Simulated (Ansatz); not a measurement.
```xyz
12
Lattice="6.5107 0.0000 0.0000 0.0000 6.5107 0.0000 0.0000 0.0000 5.4004" Properties=species:S:1:pos:R:3 pbc="T T T"
Hf    1.0205    2.2348    2.7002
Hf    4.2759    5.4901    0.0000
Hf    5.4901    2.2348    0.0000
Hf    2.2348    5.4901    2.7002
Hf    2.2348    1.0205    0.0000
Hf    5.4901    4.2759    2.7002
Hf    1.0205    4.2759    0.0000
Hf    4.2759    1.0205    2.7002
Si    0.0000    0.0000    4.0503
Si    3.2553    3.2553    1.3501
Si    0.0000    0.0000    1.3501
Si    3.2553    3.2553    4.0503
```

Space group I4/mcm; a structure from a database of computed crystals, not necessarily the ambient phase; changed on purpose from its base cell (strain +0.000 along x and y, +0.050 along z, atoms carried along); computed pressure about −6 GPa in this cell.

These are results of DFT PBEsol, scalar-relativistic, plane waves, PAW (Ansatz 0.2.0), not measurements.

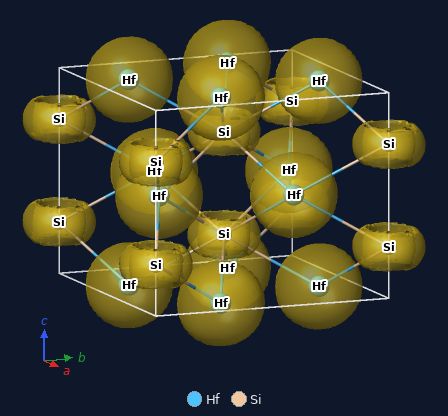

Hf₂Si. Isosurface of the valence charge density (pseudo) at 0.4 e/Å³ (yellow), seen slightly off an axis. Sticks mark near contacts.

The density is the valence pseudo-density of a PAW calculation; it isn't the true density close to the nuclei.

Question: How is the density connected at this value?

Answer: At this value the density breaks into separate islands; it holds about 80 % of the electrons treated as valence (semicore included). It bridges none of the near contacts. It is pinched off along the sampled Hf–Si (2.80 Å) and Hf–Hf (2.89 Å) contacts. On the grid the lowest density along these lines, outside the cores, is 0.27 e/Å³ (Hf–Si, 2.80 Å) and 0.24 e/Å³ (Hf–Hf, 2.89 Å).
